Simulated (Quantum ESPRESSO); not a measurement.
# ZnS (F-43m): zone-centre phonons, part 2 of 3

Aim: the zone-centre modes of ZnS (F-43m).

Quantum ESPRESSO 7.5; DFT LDA, scalar-relativistic, plane waves, PseudoDojo norm-conserving pseudopotentials.

So far. Step 2 (A probe with smearing): A gap of 1.9 eV opens on this mesh, so the crystal is taken as an insulator; the start stands at -4.4 GPa. Step 4 (Ground state): The cell stands at -0.001 GPa, close enough for phonons.

The database entry behind the starting cell differs from later determinations by our own check (about 0.1 % short), so it need not match the best structure at ambient conditions.

## 5. Linear response at Γ

At q = 0 one unit cell holds all displacements; symmetry groups them into irreducible representations that are solved one by one. The response to a field gives ε∞ and the Born charges, which polar modes need.

The input, ph.in:

```
phonons
&INPUTPH
  prefix = 'x'
  outdir = './tmp'
  fildyn = 'g.dyn'
  tr2_ph = 1.0d-18
  epsil  = .true.
/
0.000000000000 0.000000000000 0.000000000000
```

The run is started by

```sh
$ OMP_NUM_THREADS=1 mpirun -n 4 ph.x -nk 4 -in ph.in > ph.out
```

The log of the run:

```text
[banners, grids, parts of the stress and lines that vanish by symmetry left out]
[banner, memory and clock lines left out]
Program PHONON v.7.5

     ./tmp/x.save/

     IMPORTANT: XC functional enforced from input :
     Exchange-correlation= PW
                           (   1   4   0   0   0   0   0)
     Any further DFT definition will be discarded
     Please, verify this is what you really want

     G-vector sticks info

     Reading collected, re-writing distributed wavefunctions in ./tmp/

     Number and degeneracy of irreps per q-point
       N         xq(1)         xq(2)         xq(3)   N irreps
       1   0.000000000   0.000000000   0.000000000       2
        3   3

     Calculation of q =    0.0000000   0.0000000   0.0000000

     phonons

     bravais-lattice index     =            2
     lattice parameter (alat)  =      10.0108  a.u.
     unit-cell volume          =     250.8100 (a.u.)^3
     number of atoms/cell      =            2
     number of atomic types    =            2
     kinetic-energy cut-off    =      92.0000  Ry
     charge density cut-off    =     368.0000  Ry
     convergence threshold     =      1.0E-18
     beta                      =       0.7000
     number of iterations used =            4
     Exchange-correlation= PW
                           (   1   4   0   0   0   0   0)

     celldm(1)=   10.01079  celldm(2)=    0.00000  celldm(3)=    0.00000
     celldm(4)=    0.00000  celldm(5)=    0.00000  celldm(6)=    0.00000

     crystal axes: (cart. coord. in units of alat)
               a(1) = ( -0.5000  0.0000  0.5000 )
               a(2) = (  0.0000  0.5000  0.5000 )
               a(3) = ( -0.5000  0.5000  0.0000 )

     reciprocal axes: (cart. coord. in units 2 pi/alat)
               b(1) = ( -1.0000 -1.0000  1.0000 )
               b(2) = (  1.0000  1.0000  1.0000 )
               b(3) = ( -1.0000  1.0000 -1.0000 )

     Atoms inside the unit cell:

     Cartesian axes

     site n.  atom      mass           positions (alat units)
        1  Zn     65.3800   tau(    1) = (   -0.25000    0.25000    0.25000  )
        2  S      32.0600   tau(    2) = (    0.00000    0.00000    0.00000  )

     Computing dynamical matrix for
                    q = (   0.0000000   0.0000000   0.0000000 )

     25 Sym.Ops. (with q -> -q+G )

     G cutoff =  934.1674  (  29939 G-vectors)     FFT grid: ( 45, 45, 45)
     number of k points=    72
                       cart. coord. in units 2pi/alat
        k(    1) = (   0.0000000   0.0000000   0.0000000), wk =   0.0011574
        k(    2) = (  -0.0833333   0.0833333  -0.0833333), wk =   0.0092593
        k(    3) = (  -0.1666667   0.1666667  -0.1666667), wk =   0.0092593
        [... further k-points left out ...]

     PseudoPot. # 1 for Zn read from file:
     ./pseudo/Zn.upf
     Pseudo is Norm-conserving + core correction, Zval = 20.0
     Using radial grid of 1296 points,  6 beta functions with:
                l(1) =   0
                l(2) =   0
                l(3) =   1
                l(4) =   1
                l(5) =   2
                l(6) =   2

     PseudoPot. # 2 for S  read from file:
     ./pseudo/S.upf
     Pseudo is Norm-conserving + core correction, Zval =  6.0
     Using radial grid of 1132 points,  6 beta functions with:
                l(1) =   0
                l(2) =   0
                l(3) =   1
                l(4) =   1
                l(5) =   2
                l(6) =   2

     Mode symmetry, T_d (-43m)  point group:

     Electric field:
     Dielectric constant
     Born effective charges as d Force / d E

     Atomic displacements:
     There are    2 irreducible representations

     Representation     1      3 modes -  To be done

     Representation     2      3 modes -  To be done

     Alpha used in Ewald sum =   2.8000

     Electric Fields Calculation

      iter #   1   av.it.:   8.7
      thresh= 1.000E-02 alpha_mix =  0.700 |ddv_scf|^2 =  6.682E-08

      iter #   2   av.it.:  17.9
      thresh= 2.585E-05 alpha_mix =  0.700 |ddv_scf|^2 =  6.703E-09

      iter #   3   av.it.:  17.3
      thresh= 8.187E-06 alpha_mix =  0.700 |ddv_scf|^2 =  5.269E-11

      iter #   4   av.it.:  17.8
      thresh= 7.259E-07 alpha_mix =  0.700 |ddv_scf|^2 =  1.473E-12

      iter #   5   av.it.:  18.1
      thresh= 1.214E-07 alpha_mix =  0.700 |ddv_scf|^2 =  6.489E-14

      iter #   6   av.it.:  17.8
      thresh= 2.547E-08 alpha_mix =  0.700 |ddv_scf|^2 =  4.409E-16

      iter #   7   av.it.:  18.0
      thresh= 2.100E-09 alpha_mix =  0.700 |ddv_scf|^2 =  8.070E-18

      iter #   8   av.it.:  18.6
      thresh= 2.841E-10 alpha_mix =  0.700 |ddv_scf|^2 =  3.767E-20

     End of electric fields calculation

          Dielectric constant in cartesian axis

          (       6.227326736       0.000000000      -0.000000000 )
          (       0.000000000       6.227326736       0.000000000 )
          (      -0.000000000       0.000000000       6.227326736 )

          Effective charges (d Force / dE) in cartesian axis without acoustic sum rule applied (asr)

           atom    1  Zn    Mean Z*:        1.90786
      Ex  (        1.90786       -0.00000       -0.00000 )
      Ey  (       -0.00000        1.90786        0.00000 )
      Ez  (       -0.00000        0.00000        1.90786 )
           atom    2  S     Mean Z*:       -1.90893
      Ex  (       -1.90893        0.00000        0.00000 )
      Ey  (       -0.00000       -1.90893       -0.00000 )
      Ez  (        0.00000       -0.00000       -1.90893 )

          Effective charges Sum: Mean:       -0.00107
             -0.00107       -0.00000       -0.00000
             -0.00000       -0.00107        0.00000
             -0.00000        0.00000       -0.00107

          Effective charges (d Force / dE) in cartesian axis with asr applied:
           atom    1  Zn    Mean Z*:        1.90839
      E*x (        1.90839       -0.00000       -0.00000 )
      E*y (       -0.00000        1.90839        0.00000 )
      E*z (       -0.00000        0.00000        1.90839 )
           atom    2  S     Mean Z*:       -1.90839
      E*x (       -1.90839        0.00000        0.00000 )
      E*y (        0.00000       -1.90839       -0.00000 )
      E*z (        0.00000       -0.00000       -1.90839 )

     Representation #   1 modes #   1   2   3

     Self-consistent Calculation

      iter #   1   av.it.:   8.7
      thresh= 1.000E-02 alpha_mix =  0.700 |ddv_scf|^2 =  1.125E-07

      iter #   2   av.it.:  17.9
      thresh= 3.355E-05 alpha_mix =  0.700 |ddv_scf|^2 =  1.151E-08

      iter #   3   av.it.:  17.7
      thresh= 1.073E-05 alpha_mix =  0.700 |ddv_scf|^2 =  1.253E-10

      iter #   4   av.it.:  17.2
      thresh= 1.119E-06 alpha_mix =  0.700 |ddv_scf|^2 =  4.101E-13

      iter #   5   av.it.:  18.2
      thresh= 6.404E-08 alpha_mix =  0.700 |ddv_scf|^2 =  2.696E-15

      iter #   6   av.it.:  18.4
      thresh= 5.192E-09 alpha_mix =  0.700 |ddv_scf|^2 =  6.528E-17

[...]
End of self-consistent calculation

     Convergence has been achieved

     Representation #   2 modes #   4   5   6

     Self-consistent Calculation

[...]
iter #   3   av.it.:  18.4
      thresh= 8.698E-05 alpha_mix =  0.700 |ddv_scf|^2 =  2.725E-09

      iter #   4   av.it.:  18.5
      thresh= 5.221E-06 alpha_mix =  0.700 |ddv_scf|^2 =  2.190E-10

      iter #   5   av.it.:  18.6
      thresh= 1.480E-06 alpha_mix =  0.700 |ddv_scf|^2 =  1.183E-12

      iter #   6   av.it.:  19.2
      thresh= 1.087E-07 alpha_mix =  0.700 |ddv_scf|^2 =  3.805E-15

      iter #   7   av.it.:  18.7
      thresh= 6.169E-09 alpha_mix =  0.700 |ddv_scf|^2 =  1.854E-16

      iter #   8   av.it.:  18.8
      thresh= 1.362E-09 alpha_mix =  0.700 |ddv_scf|^2 =  1.880E-18

      iter #   9   av.it.:  18.6
      thresh= 1.371E-10 alpha_mix =  0.700 |ddv_scf|^2 =  1.236E-20

     End of self-consistent calculation

     Convergence has been achieved

     Number of q in the star =    1
     List of q in the star:
          1   0.000000000   0.000000000   0.000000000

          Dielectric constant in cartesian axis

          (       6.227326736       0.000000000      -0.000000000 )
          (       0.000000000       6.227326736       0.000000000 )
          (      -0.000000000       0.000000000       6.227326736 )

          Effective charges (d Force / dE) in cartesian axis without acoustic sum rule applied (asr)

           atom    1  Zn    Mean Z*:        1.90786
      Ex  (        1.90786       -0.00000       -0.00000 )
      Ey  (       -0.00000        1.90786        0.00000 )
      Ez  (       -0.00000        0.00000        1.90786 )
           atom    2  S     Mean Z*:       -1.90893
      Ex  (       -1.90893        0.00000        0.00000 )
      Ey  (       -0.00000       -1.90893       -0.00000 )
      Ez  (        0.00000       -0.00000       -1.90893 )

          Effective charges Sum: Mean:       -0.00107
             -0.00107       -0.00000       -0.00000
             -0.00000       -0.00107        0.00000
             -0.00000        0.00000       -0.00107

          Effective charges (d Force / dE) in cartesian axis with asr applied:
           atom    1  Zn    Mean Z*:        1.90839
      E*x (        1.90839       -0.00000       -0.00000 )
      E*y (       -0.00000        1.90839        0.00000 )
      E*z (       -0.00000        0.00000        1.90839 )
           atom    2  S     Mean Z*:       -1.90839
      E*x (       -1.90839        0.00000        0.00000 )
      E*y (        0.00000       -1.90839       -0.00000 )
      E*z (        0.00000       -0.00000       -1.90839 )

     Diagonalizing the dynamical matrix

     q = (    0.000000000   0.000000000   0.000000000 )

 **************************************************************************
     freq (    1) =      -0.085742 [THz] =      -2.860047 [cm-1]
     freq (    2) =      -0.085742 [THz] =      -2.860047 [cm-1]
     freq (    3) =      -0.085742 [THz] =      -2.860047 [cm-1]
     freq (    4) =       8.729645 [THz] =     291.189616 [cm-1]
     freq (    5) =       8.729645 [THz] =     291.189616 [cm-1]
     freq (    6) =       8.729645 [THz] =     291.189616 [cm-1]
 **************************************************************************

     Mode symmetry, T_d (-43m)  point group:

     freq (   1-   3) =         -2.9  [cm-1]   --> T_2  G_15 P_4   I+R
     freq (   4-   6) =        291.2  [cm-1]   --> T_2  G_15 P_4   I+R
```

Run time: 12 min. Hardware: 4 MPI ranks of Arm Neoverse V1, shared host; 48 min of CPU time.

Numbers from this step:

* miss of the charge sum rule: 0.001070 e
* largest acoustic frequency at the zone centre before the sum rule: -2.86 cm⁻¹
* highest optical zone-centre mode (no LO-TO term): 291.2 cm⁻¹
* lowest optical zone-centre mode: 291.2 cm⁻¹
* mean high-frequency dielectric constant: 6.227
* largest Born charge in size (third of the trace): 1.909 e

Born charge (rows field, columns displacement), before the sum rule (e), principal values of the symmetric part by kind of site:

```csv
atom,atoms with these values,low,middle,high,mean
Zn1,1,1.91,1.91,1.91,1.91
S2,1,-1.91,-1.91,-1.91,-1.91
```

In full for Zn1:

```
1.91 0.00 0.00
0.00 1.91 0.00
0.00 0.00 1.91
```

High-frequency dielectric tensor:

```
6.23 0.00 0.00
0.00 6.23 0.00
0.00 0.00 6.23
```

The acoustic modes at Γ come out as far as 2.9 cm⁻¹ from zero, where they should vanish, a small numerical error; the Born charges miss their sum rule by 0.0011 e, which is good.

## 6. Modes with the sum rule

A rigid shift of the crystal must cost nothing, but grids and finite bases break this; the acoustic sum rule is imposed before the matrix is diagonalised again. With Born charges the intensities follow, and the static dielectric tensor.

The input, dynmat.in:

```
&INPUT
  fildyn = 'g.dyn'
  asr    = 'simple'
  fileig = 'dynmat.eig'
  lperm  = .true.
/
```

The run is started by

```sh
$ dynmat.x -in dynmat.in > dynmat.out
```

The log of the run:

```text
[banner, memory and clock lines left out]
Program DYNMAT v.7.5

     Reading Dynamical Matrix from file g.dyn
     ...Force constants read
     ...epsilon and Z* read
     A direction for q was not specified:TO-LO splitting will be absent

     Polarizability (A^3 units)
     multiply by 0.364638 for Clausius-Mossotti correction
        15.460307    0.000000   -0.000000
         0.000000   15.460307    0.000000
        -0.000000    0.000000   15.460307

     IR activities are in (D/A)^2/amu units

# mode   [cm-1]    [THz]      IR
    1     -0.00   -0.0000    0.0000
    2      0.00    0.0000    0.0000
    3      0.00    0.0000    0.0000
    4    291.20    8.7299    3.9060
    5    291.20    8.7299    3.9060
    6    291.20    8.7299    3.9060

Electronic dielectric permittivity tensor (relative, adimensional)
         6.227327    0.000000   -0.000000
         0.000000    6.227327    0.000000
        -0.000000    0.000000    6.227327

 ... with zone-center polar mode contributions
         8.870740   -0.000000    0.000000
        -0.000000    8.870740    0.000000
         0.000000    0.000000    8.870740
```

Run time: 0.45 s. Hardware: 1 thread.

This step gave:

| Property | Result |
| --- | --- |
| mean static dielectric constant | 8.871 |

Unit eigenvectors of the mass-weighted matrix after the sum rule; no LO-TO term. Modes at Γ, with each element's share of the kinetic energy:

```csv
mode,frequency (cm⁻¹),symmetry,Zn %,S %
1,0.0,acoustic,67,33
2,0.0,acoustic,67,33
3,0.0,acoustic,67,33
4,291.2,T2,33,67
5,291.2,T2,33,67
6,291.2,T2,33,67
```

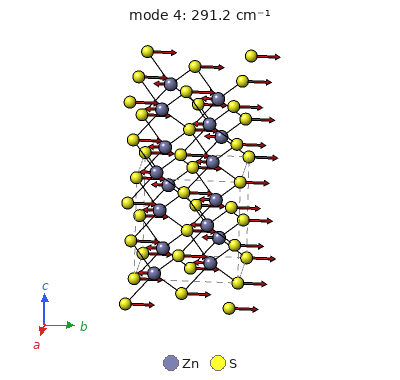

Displacement patterns of mode 4 at Γ; arrows are exaggerated. Bonds to atoms that aren't drawn are left out. 2×1×2 conventional cells are drawn. Some periodic images of atoms are drawn too.

Degenerate modes summed, no LO-TO term. Lines of the infrared spectrum (strongest = 100):

```csv
position (cm⁻¹),lines merged,label,"IR intensity, relative"
291,3,T2,100
```

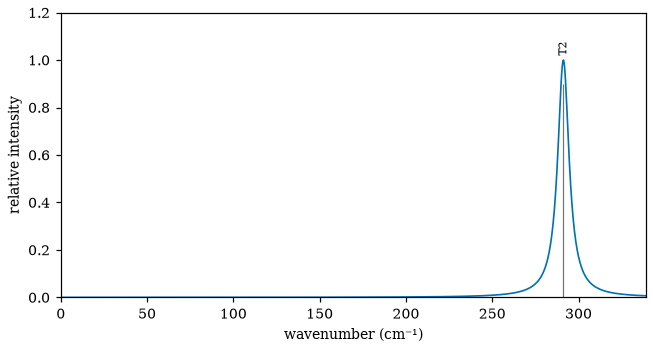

The infrared spectrum, broadened with Lorentzians of width 8 cm⁻¹; bars mark the lines.

Static dielectric tensor (ions relaxed, fixed cell):

```
8.87 0.00 0.00
0.00 8.87 0.00
0.00 0.00 8.87
```

The rule moves no optical mode by more than 0.1 cm⁻¹.

## 7. The LO-TO splitting (1 0 0)

A longitudinal polar mode sets up a macroscopic field that stiffens it; the term hangs on the direction from which q goes to zero.

The input, dynmat.in:

```
&INPUT
  fildyn = 'g.dyn'
  asr    = 'simple'
  fileig = 'dynmat.eig'
  q(1)   = 1.0
  q(2)   = 0.0
  q(3)   = 0.0
/
```

The run is started by

```sh
$ dynmat.x -in dynmat.in > dynmat.out
```

The log of the run:

```text
[banner, memory and clock lines left out]
Program DYNMAT v.7.5

     Reading Dynamical Matrix from file g.dyn
     ...Force constants read
     ...epsilon and Z* read

     Polarizability (A^3 units)
     multiply by 0.364638 for Clausius-Mossotti correction
        15.460307    0.000000   -0.000000
         0.000000   15.460307    0.000000
        -0.000000    0.000000   15.460307

     IR activities are in (D/A)^2/amu units

# mode   [cm-1]    [THz]      IR
    1     -0.00   -0.0000    0.0000
    2     -0.00   -0.0000    0.0000
    3      0.00    0.0000    0.0000
    4    291.20    8.7299    3.9060
    5    291.20    8.7299    3.9060
    6    347.55   10.4192    3.9060
```

Wall time 0.45 s (1 thread).

Numbers from this step:

* highest mode moved by the LO-TO term: 347.6 cm⁻¹

Zone-centre frequencies as printed; negative means imaginary. Modes:

```csv
mode,frequency (cm⁻¹)
1,0
2,0
3,0
4,291.2
5,291.2
6,347.6
```

The field moves one mode, from 291 to 348 cm⁻¹; the others stay.

## 8. Ground state, volume × 0.94

Bonds stiffen under compression, so frequencies follow the volume; the atoms are not relaxed anew.

The input, scf.in:

```
&CONTROL
  calculation = 'scf'
  prefix      = 'x'
  outdir      = './tmp'
  pseudo_dir  = './pseudo'
  tprnfor     = .true.
  tstress     = .true.
/
&SYSTEM
  ibrav       = 2
  celldm(1)   = 9.80642986
  nat         = 2
  ntyp        = 2
  ecutwfc     = 92.0
  occupations = 'fixed'
  nbnd        = 15
/
&ELECTRONS
  conv_thr         = 1.0d-12
  mixing_beta      = 0.7
  electron_maxstep = 100
/
ATOMIC_SPECIES
 Zn     65.3800  Zn.upf
 S      32.0600  S.upf
ATOMIC_POSITIONS crystal
 Zn     0.250000000   0.250000000   0.250000000
 S      0.000000000   0.000000000   0.000000000
K_POINTS automatic
 12 12 12 0 0 0
```

The run is started by

```sh
$ OMP_NUM_THREADS=1 mpirun -n 4 pw.x -nk 4 -in scf.in > scf.out
```

The log of the run:

```text
[banners, grids, parts of the stress and lines that vanish by symmetry left out]
[banner, memory and clock lines left out]
Program PWSCF v.7.5

[...]
kinetic-energy cutoff     =      92.0000  Ry
     charge density cutoff     =     368.0000  Ry
     scf convergence threshold =      1.0E-12
[...]
Exchange-correlation= SLA  PW   NOGX NOGC
                           (   1   4   0   0   0   0   0)
[...]
24 Sym. Ops. (no inversion) found
[...]
number of k points=    72
[...]
End of self-consistent calculation
[...]
highest occupied, lowest unoccupied level (ev):     8.9226   11.3286
!    total energy              =    -440.07779429 Ry
[...]
convergence has been achieved in  10 iterations
[...]
atom    1 type  1   force =     0.00000000    0.00000000    0.00000000
     atom    2 type  2   force =     0.00000000    0.00000000    0.00000000
     Total force =     0.000000     Total SCF correction =     0.000000
[...]
total   stress  (Ry/bohr**3)                   (kbar)     P=       60.50
[...]
XML data file, charge density, pseudopotentials, collected wavefunctions
```

Elapsed: 22 s, on 4 MPI ranks.

Read from the output:

| Item | Value |
| --- | --- |
| volume per atom | 17.47 Å³ |
| pressure | 6.05 GPa |
| gap on the k-mesh | 2.406 eV |

## 9. Linear response at Γ, volume × 0.94

It starts from a fresh copy of the ground state of step 8.

Edit ph.in of step 5 so:

```diff
@@ -4,3 +4,3 @@
   outdir = './tmp'
-  fildyn = 'g.dyn'
+  fildyn = 's.dyn'
   tr2_ph = 1.0d-18
```

The run is started by

```sh
$ OMP_NUM_THREADS=1 mpirun -n 4 ph.x -nk 4 -in ph.in > ph.out
```

The log of the run:

```text
[banners, grids, parts of the stress and lines that vanish by symmetry left out]
[banner, memory and clock lines left out]
Program PHONON v.7.5

[...]
Exchange-correlation= PW
                           (   1   4   0   0   0   0   0)
[...]
kinetic-energy cut-off    =      92.0000  Ry
     charge density cut-off    =     368.0000  Ry
     convergence threshold     =      1.0E-18
[...]
Exchange-correlation= PW
                           (   1   4   0   0   0   0   0)
[...]
q = (   0.0000000   0.0000000   0.0000000 )
     25 Sym.Ops. (with q -> -q+G )
     G cutoff =  896.4167  (  27989 G-vectors)     FFT grid: ( 45, 45, 45)
     number of k points=    72
[...]
Mode symmetry, T_d (-43m)  point group:
[...]
Dielectric constant
[...]
End of electric fields calculation
          Dielectric constant in cartesian axis
          (       6.224484109       0.000000000       0.000000000 )
          (       0.000000000       6.224484109      -0.000000000 )
          (       0.000000000       0.000000000       6.224484109 )
          Effective charges (d Force / dE) in cartesian axis without acoustic sum rule applied (asr)
           atom    1  Zn    Mean Z*:        1.81765
      Ex  (        1.81765        0.00000        0.00000 )
      Ey  (        0.00000        1.81765       -0.00000 )
      Ez  (        0.00000       -0.00000        1.81765 )
           atom    2  S     Mean Z*:       -1.81862
      Ex  (       -1.81862       -0.00000       -0.00000 )
      Ey  (       -0.00000       -1.81862        0.00000 )
      Ez  (       -0.00000        0.00000       -1.81862 )
          Effective charges Sum: Mean:       -0.00097
[...]
Effective charges (d Force / dE) in cartesian axis with asr applied:
           atom    1  Zn    Mean Z*:        1.81813
[...]
atom    2  S     Mean Z*:       -1.81813
[...]
Representation #   1 modes #   1   2   3
[...]
End of self-consistent calculation
     Convergence has been achieved
     Representation #   2 modes #   4   5   6
[...]
iter #   2   av.it.:  18.7
      thresh= 3.253E-04 alpha_mix =  0.700 |ddv_scf|^2 =  7.699E-07
```

Elapsed: 8.8 min, on 4 MPI ranks.

The run was cut off at its time limit.

[end of part 2 of 3]

[Host names and launcher messages were left out of these logs when they were recorded.]

[Logs are printed without paths, hosts, clocks, repeated set-up lines and the standing remarks that a program may print on its own settings, such as how far it seeks lower states.]

[Hosts, paths, dates, database ids (printed as entryN), source tags and the programs' standing remarks are cut or masked in the printed files.]
